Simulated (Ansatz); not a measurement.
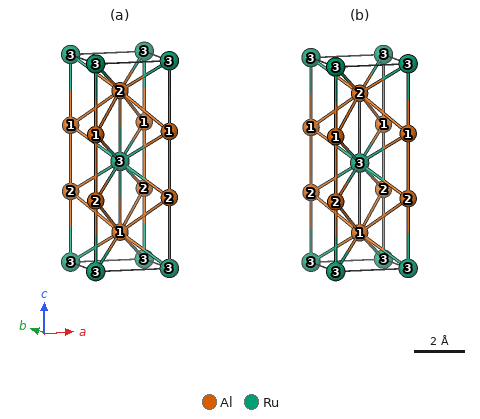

The structure of solid Al2Ru (set up in I4/mmm) before (left) and after (right) a relaxation, at one scale.

Style: ball-and-stick. Shown: the conventional cell (2 times the calculation's cell), slightly off an axis. Lengths and directions refer to the drawn axes.

Case: relaxed again under DFT LDA, scalar-relativistic, plane waves, PAW.

These are results of Ansatz 0.2.0, DFT LDA, scalar-relativistic, plane waves, PAW, not measurements.

Input
```yaml
crystal:
  lattice:
    - [-1.5748567099, 1.5748567099, 4.2372364874]
    - [1.5748567099, -1.5748567099, 4.2372364874]
    - [1.5748567099, 1.5748567099, -4.2372364874]
  atoms:
    - { symbol: Al, position: [0.6593576066, 0.6593576066, 0.0] }
    - { symbol: Al, position: [0.3406423934, 0.3406423934, 0.0] }
    - { symbol: Ru, position: [0.0, 0.0, 0.0] }
basis:
  ecutwfc: 420
kpoints:
  mp_grid: { grid: [18, 18, 18] }
hamiltonian:
  xc: lda
scf:
  occupations: { method: gaussian, width: 0.1 }
output:
  forces: true
  stress: true
  eigenvalues: true
relax:
  adjacent_minimum: "off"
  f_tol: 0.005
  max_steps: 50
  cell: { stress_tol: 0.05 }
```

Run as
```bash
ansatz run input.yaml --threads 1 --pin off --max-ram 2560MiB --backend cpu --events-out ev --progress --plain --runs-dir out
```

Describe what moved and what it gained.

Answer. Over 4 accepted moves (5 points after the start) the energy falls by 52.4 meV per cell of the calculation. The largest force component goes from 0.18 to 0.0009 eV/Å. Pressure: −8.24 GPa at the start and −0.02 GPa at the end. The SCF was repeated once at an unchanged geometry on a basis and grid sized afresh for the cell, which shifted the energy by 0.5 meV per cell of the calculation at most. The atoms keep their places relative to the cell (all moves are under 0.005 Å). The drawn cell changes as follows: a = b 3.150 → 3.099 Å (−1.6 %), c 8.474 → 8.352 Å (−1.4 %); the volume changes by −4.6 %. Some distances before and after: Al1–Al2 2.701 → 2.657 Å, Al1–Ru3 2.605 → 2.563 Å, Al1–Ru3 (another image) 2.887 → 2.847 Å. The space group stays I4/mmm (No. 139). Cost: 77 s on 1 thread of Arm Neoverse V2, with other jobs on the host, peak memory 0.55 GiB.
